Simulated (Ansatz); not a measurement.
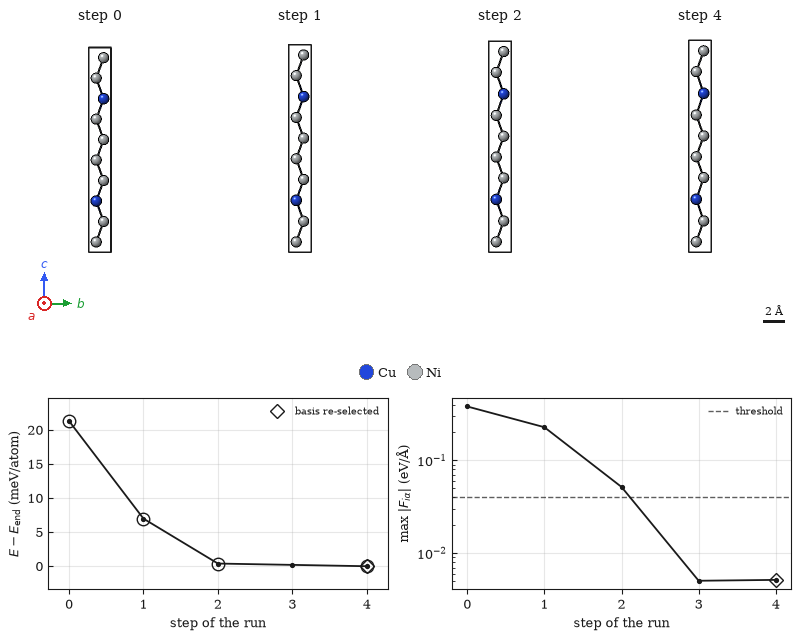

Frames of a relaxation of a crystal of CuNi4 (a generated structure, set up in P6_3/mmc) (coarse preliminary run), marked on the history of the run. A ball-and-stick model of the cell of the calculation, seen along the a axis.

Theory: DFT PBE, scalar-relativistic, plane waves, PAW (Ansatz).

Input
```yaml
crystal:
  lattice:
    - [2.47893922, 0.0, 0.0]
    - [-1.23946961, 2.14682434, 0.0]
    - [0.0, 0.0, 19.90567636]
  atoms:
    - { symbol: Cu, position: [0.33333333, 0.66666667, 0.75] }
    - { symbol: Cu, position: [0.66666667, 0.33333333, 0.25] }
    - { symbol: Ni, position: [0.33333333, 0.66666667, 0.95], spin: 2.0 }
    - { symbol: Ni, position: [0.33333333, 0.66666667, 0.15], spin: 2.0 }
    - { symbol: Ni, position: [0.33333333, 0.66666667, 0.35], spin: 2.0 }
    - { symbol: Ni, position: [0.33333333, 0.66666667, 0.55], spin: 2.0 }
    - { symbol: Ni, position: [0.66666667, 0.33333333, 0.05], spin: 2.0 }
    - { symbol: Ni, position: [0.66666667, 0.33333333, 0.45], spin: 2.0 }
    - { symbol: Ni, position: [0.66666667, 0.33333333, 0.65], spin: 2.0 }
    - { symbol: Ni, position: [0.66666667, 0.33333333, 0.85], spin: 2.0 }
basis:
  ecutwfc: 420
kpoints:
  mp_grid: { grid: [6, 6, 1] }
hamiltonian:
  xc: pbe
scf:
  occupations: { method: gaussian, width: 0.1 }
  lower_state_search: "off"
output:
  forces: true
  stress: true
  eigenvalues: true
  populations: true
magnetization:
  spin_polarized: true
relax:
  adjacent_minimum: "off"
  f_tol: 0.04
  max_steps: 70
  cell: { stress_tol: 0.4 }
```

Run as
```bash
ansatz run input.yaml --threads 1 --pin off --max-ram 2560MiB --backend cpu --events-out ev --progress --plain --runs-dir out
```

Q: What happens along the run?

A: The energy falls by 21.3 meV per atom in 3 accepted moves (4 points after the start). The largest force component goes from 0.38 to 0.0052 eV/Å. The pressure goes from 9.40 to −0.08 GPa. The SCF was repeated once at an unchanged geometry on a basis and grid sized afresh for the cell, which shifted the energy by 0.2 meV per atom at most. The largest moves relative to the cell, 0.046 Å, are those of Ni4, Ni5, Ni9 and Ni10. Ni9 goes along −c. Cu stays in place. The drawn cell changes as follows: a = b 2.479 → 2.493 Å (+0.6 %), c 19.906 → 20.595 Å (+3.5 %); the volume changes by +4.7 %. Among the contacts that change: Cu1–Ni10 2.452 → 2.550 Å, Ni3–Ni10 2.452 → 2.487 Å, Ni10–Ni10 2.479 → 2.493 Å, Cu1–Cu1 2.479 → 2.493 Å. The space group stays P6_3/mmc (No. 194). The run took 100 s on 1 thread of Arm Neoverse V1, with other jobs on the host, peak memory 0.55 GiB. From step 0 to 1: Ni atoms move most (0.02 Å), volume +2.1 %, energy −14.3 meV per atom. From step 1 to 2: Ni atoms move most (0.02 Å), volume +2.2 %, energy −6.6 meV per atom. From step 2 to 4: volume +0.3 %, energy −0.4 meV per atom.

```tsv
step	E − E(0), meV/atom	largest force component, eV/Å	pressure, GPa	volume, Å³/atom	note
0	0.00	0.3813	9.40	10.593	
1	-14.33	0.2279	4.67	10.820	
2	-20.93	0.0517	0.38	11.059	
3	-21.12	0.0050	-0.07	11.089	
4	-21.32	0.0052	-0.08	11.089	same geometry, new basis
```

Limits of the set-up: the k-point mesh is coarse for a cell with partly filled bands.
